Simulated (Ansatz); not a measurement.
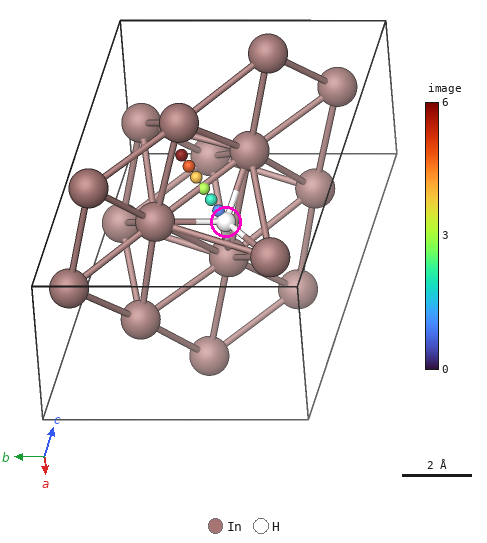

A nudged-elastic-band calculation for a defect cell of composition In$_{16}$H (17 atoms in the cell). Images are numbered from 0 (start) to 6 (end). The start is drawn whole; smaller spheres mark the moving atoms (H) in the later images, joined by lines and coloured by the number of the image. The picture is a ball-and-stick view of the simulation cell (origin moved), seen from a free direction. The moving atom is ringed, with any periodic copies. Bonds to atoms that aren't drawn are left out.

Level of theory: DFT PBE, scalar-relativistic, plane waves, PAW (Ansatz).

Input
```yaml
crystal:
  lattice:
    - [6.7754602306, 0.0, -4.7878627362]
    - [-6.7754602306, 0.0, -4.7878627362]
    - [0.0, 6.7754602306, 4.7878627362]
  atoms:
    - { symbol: In, position: [0.2663535705, 0.750078349, 1.68401e-05] }
    - { symbol: In, position: [0.5070812427, 0.4996307192, -1.31596e-05] }
    - { symbol: In, position: [0.749459334, 0.2571841539, 1.31596e-05] }
    - { symbol: In, position: [-9.27293e-05, 0.7499354045, 0.2667582658] }
    - { symbol: In, position: [0.2505743828, 0.5076734194, 0.2505488625] }
    - { symbol: In, position: [0.7494916488, 0.7500136537, 0.5072266001] }
    - { symbol: In, position: [-3.29032e-05, 0.0167487253, -1.41472e-05] }
    - { symbol: In, position: [0.4929679255, 0.2429198416, 0.2423862036] }
    - { symbol: In, position: [0.7575014172, 0.0003712626, 0.2503702068] }
    - { symbol: In, position: [7.04468e-05, 0.4994737429, 0.5071705843] }
    - { symbol: In, position: [0.5070710632, 0.7499863463, 0.7495835186] }
    - { symbol: In, position: [0.242250258, 0.2427757564, 0.4927747855] }
    - { symbol: In, position: [0.733153847, 0.4832478612, 0.7332988746] }
    - { symbol: In, position: [0.4929335781, -0.0076739488, 0.4928564375] }
    - { symbol: In, position: [3.29032e-05, 0.2571292398, 0.7494695144] }
    - { symbol: In, position: [0.2505846576, 0.0005448447, 0.7576486154] }
    - { symbol: H, position: [1.0006290603, 0.7499884305, 1.0001222042] }
basis:
  ecutwfc: 420
  xc_grid: 2
kpoints:
  mp_grid: { grid: [4, 4, 4], shift: [0.5, 0.5, 0.5] }
hamiltonian:
  xc: pbe
scf:
  occupations: { method: gaussian, width: 0.1 }
output:
  forces: true
neb:
  images: 5
  f_tol: 0.05
  max_iterations: 70
  order_check: false
  final_atoms:
    - { symbol: In, position: [0.2422650486, 0.7494916488, -0.0005220049] }
    - { symbol: In, position: [0.5070944023, 0.5070812427, 0.0074505235] }
    - { symbol: In, position: [0.7494754725, 0.242250258, -0.0005254983] }
    - { symbol: In, position: [-0.0001450276, 0.733153847, 0.2499059858] }
    - { symbol: In, position: [0.250581722, 0.4929679255, 0.2500480839] }
    - { symbol: In, position: [0.7494461744, 0.749459334, 0.4922751801] }
    - { symbol: In, position: [-1.8756e-05, -3.29032e-05, -0.0167816286] }
    - { symbol: In, position: [0.4929360423, 0.2505846576, 0.2500398129] }
    - { symbol: In, position: [0.7331490049, -9.27293e-05, 0.2499718662] }
    - { symbol: In, position: [7.71407e-05, 0.4929335781, 0.500607527] }
    - { symbol: In, position: [0.5071312104, 0.7575014172, 0.7571301545] }
    - { symbol: In, position: [0.2663367304, 0.2663535705, 0.5162752215] }
    - { symbol: In, position: [0.7574875446, 0.5070710632, 0.7570847169] }
    - { symbol: In, position: [0.4928998625, 7.04468e-05, 0.5005967039] }
    - { symbol: In, position: [2.55203e-05, 0.2505743828, 0.7429009633] }
    - { symbol: In, position: [0.2505633889, 3.29032e-05, 0.7429036635] }
    - { symbol: H, position: [1.0005068561, 1.0006290603, 1.2506406298] }
```

Launched with:
```bash
ansatz run input.yaml --threads 4 --pin off --max-ram 8192MiB --backend cpu --events-out ev --progress --plain --runs-dir out
```

Question: Describe the path and its energy.

Answer: The H atom travels furthest, 2.40 Å from end to end, along [0 1 1], on a straight line. At the highest image its nearest neighbour (In) is 1.98 Å away, against 2.20 Å at the start, and the surrounding atoms stand up to 0.17 Å off the mean of their end positions. The two ends have the same energy, and the highest point, image 3, lies 0.092 eV above the start. The band converged in 5 iterations. The largest component of the band force went from 0.81 to 0.021 eV/Å. The climbing image converged on the top of the path. Its curvatures weren't checked.

Limits of the set-up: the periodic images lie only 8.3 Å apart, so the values are limited by the cell's size.

The run took 25 min on 4 threads of Arm Neoverse V1 (shared host), peak memory 5.9 GiB.
